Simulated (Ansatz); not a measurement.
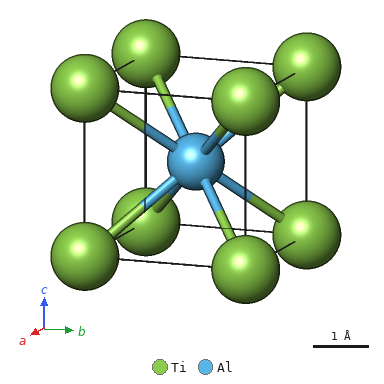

Shown here is a ball-and-stick view of the crystal, taken slightly off an axis. The parallelepiped is the conventional unit cell. Cell: a = 3.171 Å, b = 3.171 Å, c = 3.171 Å, α = 90.00°, β = 90.00°, γ = 90.00°.

Its composition is TiAl. Space group: Pm-3m (No. 221). Lattice: primitive cubic. Structure type: caesium chloride (CsCl, B2) type. The cell has 2 atoms, namely 1 Ti, 1 Al. The Ti atoms are each bonded to eight Al in a cubic arrangement at about 2.7 Å. About every Al there are eight Ti in a cubic arrangement at about 2.7 Å. Not all metal-metal contacts are counted. The bonds build a three-dimensional framework.

Source of the structure: a structure listed in the Materials Project. The final geometry of a relaxation with DFT r2SCAN, scalar-relativistic, plane waves, PAW in Ansatz is shown.
